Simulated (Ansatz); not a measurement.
The cell of ZrS$_{2}$ (P-3m1). The cell is taken from the end point of a relaxation with Ansatz, DFT, r2SCAN+rVV10, plane waves, PAW.

Space group P-3m1 (No. 164). a = 3.674 Å, b = 3.674 Å, c = 5.857 Å, α = 90.00°, β = 90.00°, γ = 120.00°
```tsv
atom	site	symmetry	x	y	z
Zr	1a	-3m.	0.0000	0.0000	0.0000
S	2d	3m.	0.6667	0.3333	0.7538
```

Take as void every point where the procrystal density (the sum of the densities of spherically averaged neutral Hartree-Fock atoms) is below 0.01 e/bohr³. From Rb on the atoms have core potentials, so only their outer electrons count. What do the voids look like?

The voids take about 19 % of the cell (13 Å³ of 68.5 Å³) and are bounded by about 32 Å² of surface per cell. Where they connect, they form a two-dimensional network in layers parallel to (001).

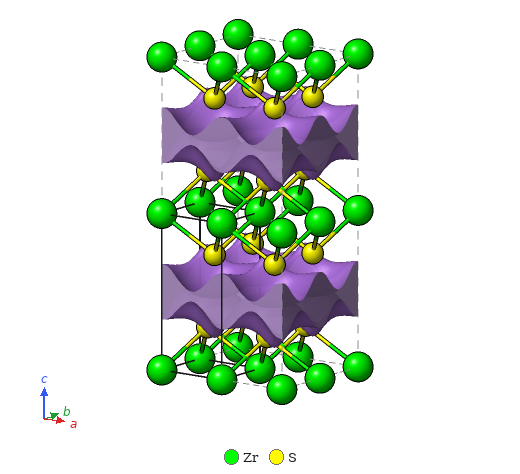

The voids drawn in 2×2×2 cells, view slightly off an axis. Pale faces close the region where the drawn box cuts it.
